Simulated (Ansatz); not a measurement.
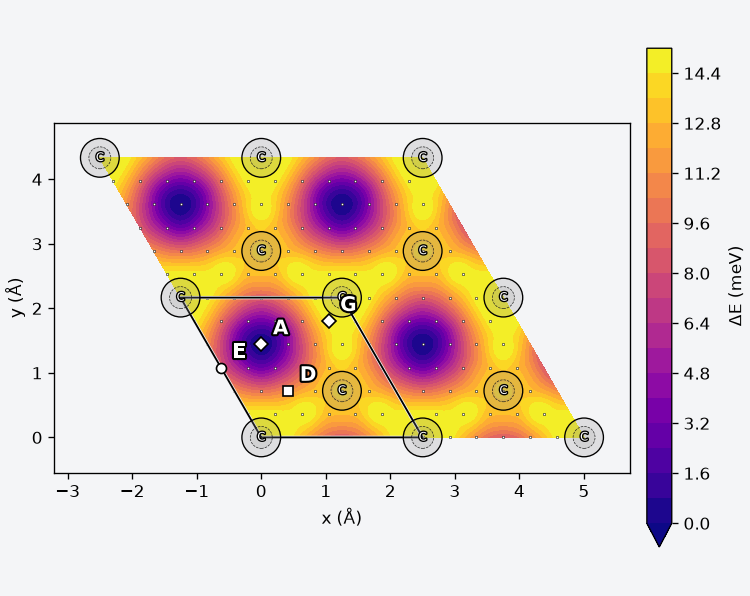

H on a C(001) slab cut from the P6_3/mmc phase, its upper half relaxed before the scan (32 atoms of substrate and one adsorbate in a 2 × 2 cell). 
- H is moved over the surface cell at a fixed height above a rigid substrate; the origin of the map has the adsorbate above C25; the height is held at 2.50 Å.
- Places are given modulo a cell vector. The map is drawn in real space over the plane of the surface.
- Grid: 6 × 6 points; 10 points were computed and 26 follow by symmetry.
- Places are given in fractions of the 1 × 1 surface cell.
- All energies are given in meV relative to the lowest grid point.
- At a fixed height the lowest place need not be the adsorption site.
- Method: Ansatz 0.2.0, DFT PBE+D3(BJ), scalar-relativistic, plane waves, PAW. Settings: cutoff 420 eV, k-mesh 6×6×1, gaussian smearing 0.05 eV, spin-polarised.

In the figure: filled contours, dots at the grid points, labelled circles for the atoms of the top layer and small ones for the second layer, the outline of one cell of the 2 × 2 shown, lettered points. Between grid points the surface is interpolated.

Q: What kind of point is each of A, D, E: minimum, saddle, maximum or slope?

A: A: minimum; D: on a slope; E: on a slope. (In these two coordinates alone; a stationary point may lie a little off the grid point.)

Q: Rank the lettered points by energy, lowest first.

A: A (0.0 meV), E (8.6 meV), D (10.9 meV), G (14.9 meV).

PAW datasets: the set soft_1.
